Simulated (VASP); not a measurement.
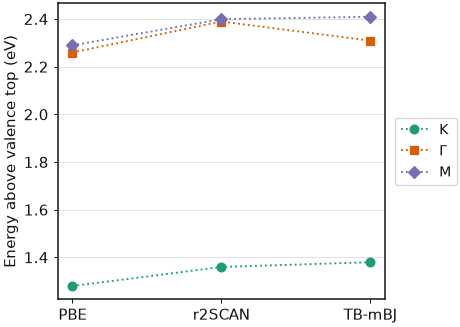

Lowest conduction level at each named k point, counted from the valence-band top at Γ, by several methods on one cell of WS₂, space group P6_3/mmc (No. 194), 6 atoms in the cell; a = 3.154 Å, c = 12.142 Å (hexagonal axes). All runs are without spin-orbit coupling and carry no moments. The smallest gap lies off these points.

```
method  program  K (eV)  Γ (eV)  M (eV)
   PBE     VASP    1.28    2.26    2.29
r2SCAN     VASP    1.36    2.39    2.40
TB-mBJ     VASP    1.38    2.31    2.41
```

> Estimate the HSE06 values. It was run as: HSE06, VASP PAW PBE potentials, release 64 (W_sv, S), 6×6×2 k mesh, 520 eV cutoff, Gaussian smearing of 0.03 eV (VASP 6.6.1).

Exact exchange opens the gap over the semilocal values shown, the highest of which is 1.38 eV (TB-mBJ) at K. HSE06 gives 1.76 eV at K, 2.94 eV at Γ and 2.96 eV at M, which is +0.48 eV from PBE at K.

> Does HSE06 shift these levels rigidly from PBE?

The shifts are +0.48 eV at K, +0.68 eV at Γ and +0.67 eV at M: a spread of 0.20 eV on a mean of 0.61 eV, so one shift describes them only roughly.

> How do the methods rank at K?

From low to high: PBE 1.28, r2SCAN 1.36, TB-mBJ 1.38, HSE06 1.76 eV. Too close to rank are r2SCAN against TB-mBJ.

Settings. PBE: PBE with D3(BJ) dispersion, VASP PAW PBE potentials, release 64 (W_sv, S), 12×12×3 k mesh, 600 eV cutoff, Gaussian smearing of 0.03 eV (VASP 6.6.1). r2SCAN: VASP PAW PBE potentials, release 64 (W_sv, S), 12×12×3 k mesh, 520 eV cutoff, Gaussian smearing of 0.03 eV (VASP 6.6.1). TB-mBJ: VASP PAW PBE potentials, release 64 (W_sv, S), 12×12×3 k mesh, 520 eV cutoff, Gaussian smearing of 0.03 eV (VASP 6.6.1).

Spin-orbit coupling is left out, which matters for W. The cell was relaxed beforehand with PBE+D3. r2SCAN, TB-mBJ and HSE06: the PAW data sets were made with another functional. LDA, GGA and most meta-GGA functionals understate gaps. TB-mBJ: this is a model potential built to give gaps, with no total energy. HSE06: the k mesh is thin for exact exchange. Over all k points computed the smallest gap is 0.91 eV in PBE, 1.01 eV in r2SCAN, 1.14 eV in TB-mBJ and 1.44 eV in HSE06, from the valence top at Γ to the conduction bottom at (0.167, 0.167, 0) in reduced coordinates, and a mesh with an odd division can miss a smaller one.
